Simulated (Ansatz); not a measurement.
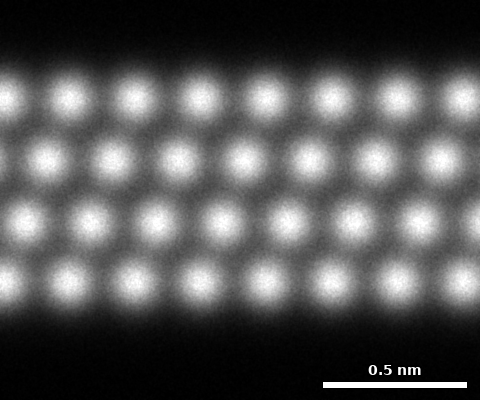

Cross-section of a (111) slab of Ru (Fm-3m), seen along a direction in its plane, the normal pointing up. Simulated as the projected potential of neutral atoms (B = 0.8 Å²) blurred by a 1.20 Å probe, the thin-sample limit of integrated differential phase contrast. Shot noise was added. Atomic positions: the geometry relaxed in a fixed cell under constraints with DFT PBEsol, scalar-relativistic, plane waves, PAW (Ansatz).

### How many atomic planes does the slab have, and what do they hold from top to bottom?

4 planes (atoms within 0.35 Å in height count as one plane):

```
plane  content  depth below the top plane (Å)
    1       Ru                            0.0
    2       Ru                            2.2
    3       Ru                            4.4
    4       Ru                            6.4
```

### How thick is it, and how does it end on either side?

The outermost planes are 6.4 Å apart. The upper face ends in Ru and the lower in Ru, so the sequence of planes is the same from both sides.
